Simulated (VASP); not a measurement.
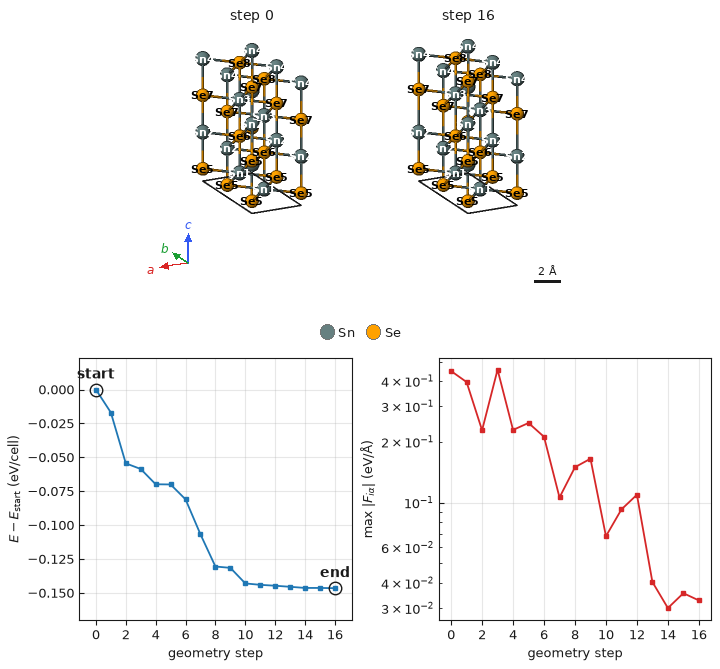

First and last geometry of a relaxation of a slab of composition SnSe, with the history of the run. A ball-and-stick model of the 1 × 2 repeat of the cell, outlined in the plane, without the vacuum, seen from a free direction.

The run lets the atoms move in a fixed cell. 4 atoms are held fixed.

Level of theory: Kohn-Sham DFT of a periodic cell, BLYP, VASP PAW PBE potentials, recommended (VASP).

Input file:
```
SYSTEM = SnSe
AGGAC = 1.0 ; AGGAX = 1.0
ALDAC = 0.0 ; ALDAX = 1.0
ALGO = Fast ; DIPOL = 0.5 0.5 0.500
EDIFF = 1E-6 ; EDIFFG = -0.005
ENCUT = 520 ; GGA = B5
IBRION = 2 ; IDIPOL = 3
ISIF = 2 ; ISMEAR = -1
LASPH = .True. ; LCHARG = .False.
LDIPOL = .True. ; LREAL = .False.
LWAVE = .False. ; NELM = 80
NSW = 40 ; PREC = Accurate
SIGMA = 0.05
```

Run as
```bash
cat potpaw_PBE.64/Sn_d/POTCAR potpaw_PBE.64/Se/POTCAR > POTCAR
mpirun -np 1 vasp_std > vasp.out
```

What do the curves and the structures tell?

The run was cut off at its time limit before the relaxation converged, so the last structure is only a point on the way. The largest move is that of Se7, 0.48 Å along the normal (+c). By element the largest moves are Se 0.48 Å, Sn 0.47 Å. The cell doesn't change. Among the contacts that change: Sn2–Se7 3.010 → 3.491 Å, Sn3–Se6 3.010 → 3.482 Å, Sn4–Se7 3.010 → 2.875 Å, Sn3–Se8 3.010 → 2.893 Å. The energy falls by 0.146 eV per cell of the calculation in 16 geometry steps. Largest force component: 0.45 eV/Å at the start, 0.033 eV/Å at the end. It ran on 1 thread of Intel(R) Xeon(R) Platinum 8488C (Sapphire Rapids) (shared host).
